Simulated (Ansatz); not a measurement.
# Quasiparticle gap of WSeS (P-3m1)

Aim: the quasiparticle gap of WSeS (P-3m1), starting from LDA.

Method: LDA, then G0W0 on it, plane waves, PAW, in Ansatz 0.2.0.

## Step 1: The starting structure

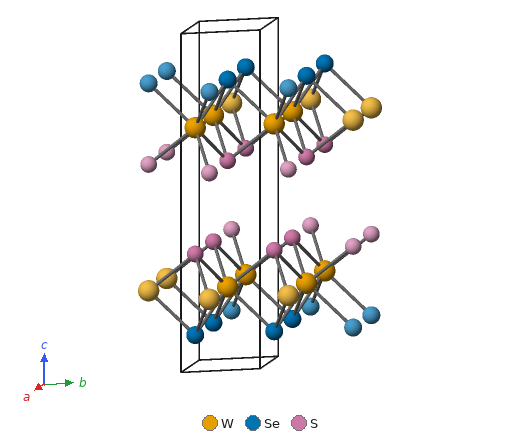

The cell as given, slightly off an axis (tungsten orange, selenium blue, sulfur pink). 2×2×1 cells are drawn. Some periodic images of atoms are drawn too.

The cell and positions are those that the Materials Project relaxed with its own functionals (PBE, PBE+U or r2SCAN), kept fixed. At the settings of the band run the largest force is still 0.34 eV/Å. Spin-orbit coupling is left out unless a step names it.

The logs state that the PAW files were generated under PBE.

## Step 2: The LDA band structure

Levels along a band path and on the mesh show where this functional puts the band edges.

This step: DFT, LDA, plane waves, PAW; PAW set soft_1.

input.yaml reads:

```yaml
crystal:
  lattice:
    - [3.2481130316, 0.0, 0.0]
    - [-1.6240565158, 2.8129483997, 0.0]
    - [0.0, 0.0, 13.4587627587]
  atoms:
    - { symbol: W, position: [0.33333333, 0.66666667, 0.25684664] }
    - { symbol: W, position: [0.66666667, 0.33333333, 0.74315336] }
    - { symbol: Se, position: [0.33333333, 0.66666667, 0.86927589] }
    - { symbol: Se, position: [0.66666667, 0.33333333, 0.13072411] }
    - { symbol: S, position: [0.66666667, 0.33333333, 0.37023793] }
    - { symbol: S, position: [0.33333333, 0.66666667, 0.62976207] }
kpoints:
  mp_grid: { grid: [12, 12, 2] }
  band_path:
    path:
      - [[0.0, 0.0, 0.0], [0.5, 0.0, 0.0], [0.33333333, 0.33333333, 0.0], [0.0, 0.0, 0.0], [0.0, 0.0, 0.5], [0.5, 0.0, 0.5], [0.33333333, 0.33333333, 0.5], [0.0, 0.0, 0.5]]
      - [[0.5, 0.0, 0.5], [0.5, 0.0, 0.0]]
      - [[0.33333333, 0.33333333, 0.5], [0.33333333, 0.33333333, 0.0]]
    npoints: 10
hamiltonian:
  xc: lda
  pseudopotentials: { kind: paw, azcp: { folder: soft_1 }, xc_functional: pbe }
scf:
  occupations: { method: fermi_dirac, width: 0.02 }
  n_extra_bands: 6
output:
  eigenvalues: true
  forces: true
  stress: true
  write_density: true
  write_potential: true
  elf: true
  volumetric_format: npy
```

Started as:

```sh
$ ansatz run input.yaml --threads 4 --pin off --max-ram 138240MiB --backend cuda --events-out ev --progress --plain --runs-dir out --devices 1 --max-vram 26GiB
```

Numbers of over 12 decimals in the logs are rounded to 6 here.

Log:

```text
scf.n_extra_bands = 6 over 36 filled bands (N_el = 72.0): the run solves 42 bands
GPUs: using 1 of 1 available (devices: 1).
Engine: ansatz 0.2.0, x86_64-unknown-linux-gnu
Pseudopotentials: kind: paw
Pseudopotential: W, paw, valence charge 14, recommended cutoff 420 eV (normal), soft_1/W.paw.azcp
Pseudopotential: Se, paw, valence charge 16, recommended cutoff 420 eV (normal), soft_1/Se.paw.azcp
Pseudopotential: S, paw, valence charge 6, recommended cutoff 420 eV (normal), soft_1/S.paw.azcp
Functional definition: SPW92
  exchange = slater_x
  correlation = pw_c
device memory: the entry about to start is reckoned to put 3.4 GiB on a device that reports 56.3 GiB free (of which the cap on the GPU budget leaves the run 26.0 GiB)
GPU FFT provider: cuFFT
GPU libraries: cuBLAS 13.8.2, cuFFT 12.4.0, cuSOLVER 12.3.4
Crystal: 6 atoms, lattice volume = 122.970 Å³
Basis set: ecut = 420 eV, 2457 PW (Γ)
Bands: 42, of which v1, the nominal top of the filled ones, is band 36 counted from 1 (35 counted from 0)
Symmetry: 12 space group operations
Space group: P-3m1 (ITA 164), of the structure as read, at distance tolerance 5.0e-5 Å
k-points: 38 of 288
Non-local potential: W, projectors of the file, l = 0: 3, l = 1: 2, l = 2: 2, l = 3: 1
Non-local potential: Se, projectors of the file, l = 0: 2, l = 1: 2, l = 2: 3, l = 3: 1
Non-local potential: S, projectors of the file, l = 0: 2, l = 1: 2, l = 2: 1
PAW form: soft (Blöchl's): semilocal exchange-correlation on the pseudo side does not see the compensation charge
PAW frozen core: W, regenerated for the run's functional, and the local potential with it (the file was generated under x = pbe(κ = 0.804, μ = 0.219515), c = pbe(β = 0.066725))
PAW frozen core: Se, regenerated for the run's functional, and the local potential with it (the file was generated under x = pbe(κ = 0.804, μ = 0.219515), c = pbe(β = 0.066725))
PAW frozen core: S, regenerated for the run's functional, and the local potential with it (the file was generated under x = pbe(κ = 0.804, μ = 0.219515), c = pbe(β = 0.066725))
PAW one-centre angular grid: W, 590 points (default); XC on 64 Gauss nodes
PAW one-centre angular grid: Se, 590 points (default); XC on 64 Gauss nodes
PAW one-centre angular grid: S, 110 points (default); XC on 64 Gauss nodes
Initial density: superposition of atomic densities (chi_scale 0.1, normalization cell, long waves kept (reshape's long-wave potential 0.13 eV rms))
Initial wavefunctions: pseudopotential atomic-orbital guess
GPU buffer pool allocated for 51840 grid points (all kernels)
GPU transforms: local potential and band sums: pruned to the plane-wave sphere, on 24×24×90
Functional: x = slater, c = lda
SCF iter   1: F=—  HF=-32772.542327 eV  |F-HF|=—  |Δ(HF+E_count)|=         —  Δρ=3.63e-2  dr2=5.95e0  ethr=3.10e-3  ⟨swp⟩=7.6  Hψ=6603  notcnv=0
preconditioner: auto → Resta (q_TF=auto, 2.495 Å⁻¹)  ε∞=7.2  [insulator: Δε(μ)=0.875 eV  Ē_g=8.093 eV  σ=0.020 eV  W_gap=1.00  n_scr=40 (ndim 8)  ℏωp=20.1 eV  f_vac=0.062  D(μ)=0.00/eV (n_scr^D=0)  ε∞_Penn≈7.2]
SCF iter   2: F=—  HF=-32771.665407 eV  |F-HF|=—  |Δ(HF+E_count)|=   8.77e-1  Δρ=2.16e-2  dr2=9.10e-1  ethr=3.10e-3  ⟨swp⟩=3.0  Hψ=2547  notcnv=0
SCF iter   3: F=—  HF=-32771.422911 eV  |F-HF|=—  |Δ(HF+E_count)|=   2.42e-1  Δρ=7.95e-3  dr2=2.62e-1  ethr=1.26e-3  ⟨swp⟩=2.4  Hψ=2392  notcnv=0
SCF iter   4: F=—  HF=-32771.369665 eV  |F-HF|=—  |Δ(HF+E_count)|=   5.32e-2  Δρ=2.39e-3  dr2=1.15e-2  ethr=3.64e-4  ⟨swp⟩=3.0  Hψ=2721  notcnv=0
SCF iter   5: F=—  HF=-32771.366867 eV  |F-HF|=—  |Δ(HF+E_count)|=   2.80e-3  Δρ=1.04e-3  dr2=2.77e-3  ethr=1.60e-5  ⟨swp⟩=2.1  Hψ=3120  notcnv=0
SCF iter   6: F=—  HF=-32771.366616 eV  |F-HF|=—  |Δ(HF+E_count)|=   2.50e-4  Δρ=3.68e-4  dr2=2.12e-4  ethr=3.85e-6  ⟨swp⟩=2.0  Hψ=2855  notcnv=0
SCF iter   7: F=—  HF=-32771.366636 eV  |F-HF|=—  |Δ(HF+E_count)|=   1.97e-5  Δρ=1.42e-4  dr2=6.63e-5  ethr=2.94e-7  ⟨swp⟩=2.4  Hψ=2941  notcnv=0
SCF iter   8: F=—  HF=-32771.366804 eV  |F-HF|=—  |Δ(HF+E_count)|=   1.68e-4  Δρ=4.96e-5  dr2=5.04e-6  ethr=9.21e-8  ⟨swp⟩=2.0  Hψ=2801  notcnv=0
SCF iter   9: F=—  HF=-32771.366805 eV  |F-HF|=—  |Δ(HF+E_count)|=   1.65e-6  Δρ=1.56e-5  dr2=5.75e-7  ethr=7.01e-9  ⟨swp⟩=2.1  Hψ=3031  notcnv=0
SCF iter  10: F=-32771.366805 eV  HF=-32771.366805 eV  |F-HF|=4.93e-9  |Δ(HF+E_count)|=   1.09e-7  Δρ=3.54e-6  dr2=1.76e-8  ethr=1.39e-10  ⟨swp⟩=12.2  Hψ=14821  notcnv=0
SCF 1 converged in 10 iterations: F = -32771.366805 eV  dr2 = 1.76e-8
  greatest PAW one-centre occupation: 1.000 electrons in one spin orbital (limit 2), on the Se atom at site 2 (counted from 0), in its partial waves of l = 2
device memory: the entry about to start is reckoned to put 5.5 GiB on a device that reports 55.7 GiB free (of which the cap on the GPU budget leaves the run 26.0 GiB)
NSCF: frozen V_eff on 93 k-points, pencils in batches of 32, up to order 188
SCF converged after 10 iterations
Free energy (F): -32771.366805 eV
Harris-Foulkes:  -32771.366805 eV  (|F-HF|=4.93e-9)
Internal energy: -32771.366805 eV  (E = F + TS)
E sigma→0 (E₀):  -32771.366805 eV
Fermi energy:    11.059567 eV
--- Per-component energies (eV) ---
  E_band       = -1168.798766
  E_kinetic    = 1279.453067
  E_local      = -10873.123195  (includes V_loc(G=0)·N_el)
  E_nonlocal   = -668.198050
  E_hartree    = 5323.578909
  E_xc         = -878.052048
  E_vxc        = -810.645928  (∫ρ·V_xc dr)
  E_paw        = -21894.133207  (= ΣΔE_a)
  E_vpaw       = -743.440122  (= ΣTr[D̂ρ^β])
  E_aug_tail   = -0.000454  (compensation charges beyond the density's cutoff)
  E_ewald      = -5066.199442
  E_core_change = 5.307614  (= ΣΔE_core)
  E_smearing   = -0.000000  (= −TS)
  E_closure    = 0.000000  (closes the sum)
  Σ components = -32771.366805   (vs F -32771.366805, Δ=0.00e0)
--- Forces (eV/Å), atoms counted from 1 ---
  atom   1  W     -0.00000000     0.00000000     0.02256050
  atom   2  W     -0.00000000    -0.00000000    -0.02256050
  atom   3  Se    -0.00000000     0.00000000    -0.31209630
  atom   4  Se     0.00000000    -0.00000000     0.31209630
  atom   5  S     -0.00000000    -0.00000000    -0.33704659
  atom   6  S      0.00000000     0.00000000     0.33704659
  max |Σ_I F_I| component: 5.55e-17 eV/Å
--- Stress (GPa, compression-positive) ---
       -5.877721       0.000000      -0.000000
       -0.000000      -5.877721       0.000000
       -0.000000       0.000000      -4.253876
  P = ⅓ Tr σ = -5.3364 GPa (-53.364 kbar)
--- Band table (eV; the first three rows and the last of 38) ---
  k-point 0: bands = [... 32 lower, 8.7954, 8.8372, 9.6851, 10.5556, 13.0184, 13.0184, 13.0320, 13.0320, ... 2 higher]
  k-point 1: bands = [... 32 lower, 8.7884, 8.7884, 10.0759, 10.4426, 13.0165, 13.0165, 13.0316, 13.0316, ... 2 higher]
  k-point 2: bands = [... 32 lower, 8.7209, 9.1799, 9.6985, 10.4055, 12.8094, 12.8644, 12.9107, 13.0484, ... 2 higher]
  k-point 37: bands = [... 32 lower, 7.8327, 7.8327, 10.0434, 10.1050, 11.7501, 11.7501, 13.0983, 13.2140, ... 2 higher]
```

The job ended after 7.2 s (1 × NVIDIA H100 80GB HBM3 (shared by 3 runs) with 4 threads of AMD EPYC 7R13 (Zen 3), shared host; peak memory 0.99 GiB).

In the SCF lines HF is the Harris–Foulkes energy and dr2 the Hartree energy of the density residual, in eV; the loop may stop once dr2 is under the threshold and the program's other checks hold. Hψ counts applications of the Hamiltonian.

This step gave:

```yaml
pressure: -5.336 GPa
filled_bands: 36
gap: 1.044 eV
valence_top_at: Γ
conduction_bottom_at: k = (0.167, 0.167, 0.000)
least_direct_gap: 1.609 eV
```

Over mesh and path the gap is 1.044 eV, from k = Γ to k = (0.167, 0.167, 0.000). The least direct gap found is 1.609 eV, at k = (0.333, 0.333, 0.000). The pressure in this cell is -5 GPa; the cell is kept.

Electronic bands along the path, in eV, zero at the top of the highest nominally filled band:

```
    point  band 33  band 34  band 35  band 36  band 37  band 38  band 39  band 40
        Γ    -1.76    -1.72    -0.87     0.00     2.46     2.46     2.48     2.48
        M    -1.52    -1.42    -1.38    -1.29     2.12     2.14     2.40     2.55
        K    -2.67    -2.67    -0.54    -0.41     1.20     1.20     2.26     3.03
        Γ    -1.76    -1.72    -0.87     0.00     2.46     2.46     2.48     2.48
        A    -1.77    -1.77    -0.48    -0.11     2.46     2.46     2.48     2.48
        L    -1.49    -1.46    -1.36    -1.31     2.13     2.13     2.47     2.51
        H    -2.72    -2.72    -0.51    -0.45     1.19     1.19     2.54     2.66
        A    -1.77    -1.77    -0.48    -0.11     2.46     2.46     2.48     2.48
jump to L    -1.49    -1.46    -1.36    -1.31     2.13     2.13     2.47     2.51
        M    -1.52    -1.42    -1.38    -1.29     2.12     2.14     2.40     2.55
jump to H    -2.72    -2.72    -0.51    -0.45     1.19     1.19     2.54     2.66
        K    -2.67    -2.67    -0.54    -0.41     1.20     1.20     2.26     3.03
```

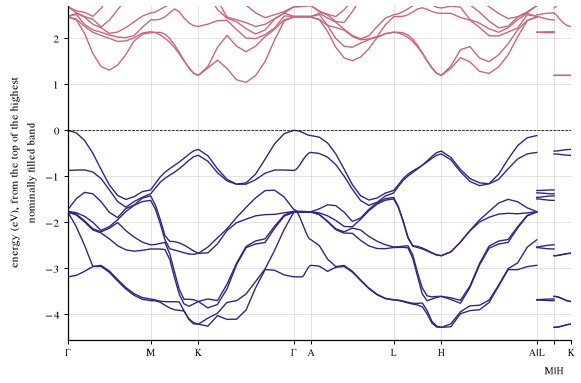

Electronic bands along the path; lines of filled and empty bands in two colours.

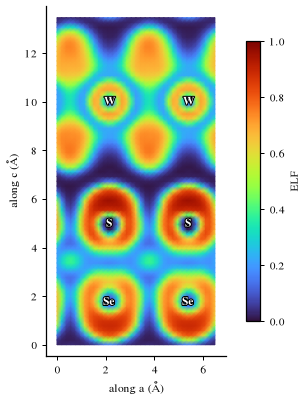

ELF in the ac plane at fractional y = 0.333, with atoms of W and Se and S within 0.2 Å of it. It is the smooth field of the valence electrons, not physical close to the nuclei.

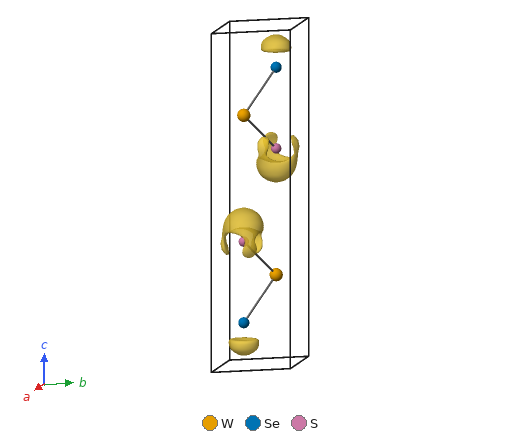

Surface of ELF = 0.85.

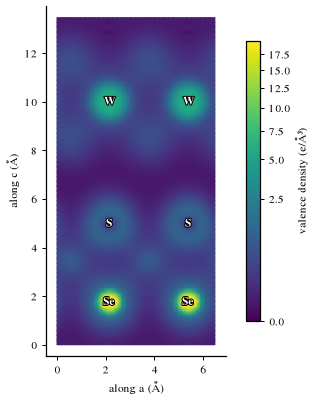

Valence density in the ac plane at fractional y = 0.333, with atoms of W and Se and S within 0.2 Å of it. It is the smooth field of the valence electrons, not physical close to the nuclei. The colour scale is stretched toward low values.

(Part 1 of 3 ends here.)

[Paths, hosts, dates, memory and timing lines, banners, echoed tables and standing remarks are left out of the program output.]

[Logs are printed without paths, hosts, clocks, repeated set-up lines and the standing remarks that a program may print on its own settings, such as how far it seeks lower states.]

[Runs of the session that timed out or met a known fault of the program may be left out.]

[Cells called generated may have been cut or substituted from an entry of the Crystallography Open Database or the Materials Project.]

[Hosts, paths, dates, database ids (printed as entryN), source tags and the programs' standing remarks are cut or masked in the printed files.]

[Where an RPA ε∞ is given, it is that of the G0W0 mesh and is not shown converged in it. Names of k-points follow the symmetry that the program found, which can be lower than the space group named. Band edges on a path are those of the sampled points; other points can move an edge, and change direct to indirect where valleys lie close.]

[Hybrid gaps are those of their k-mesh and are not shown converged in it.]
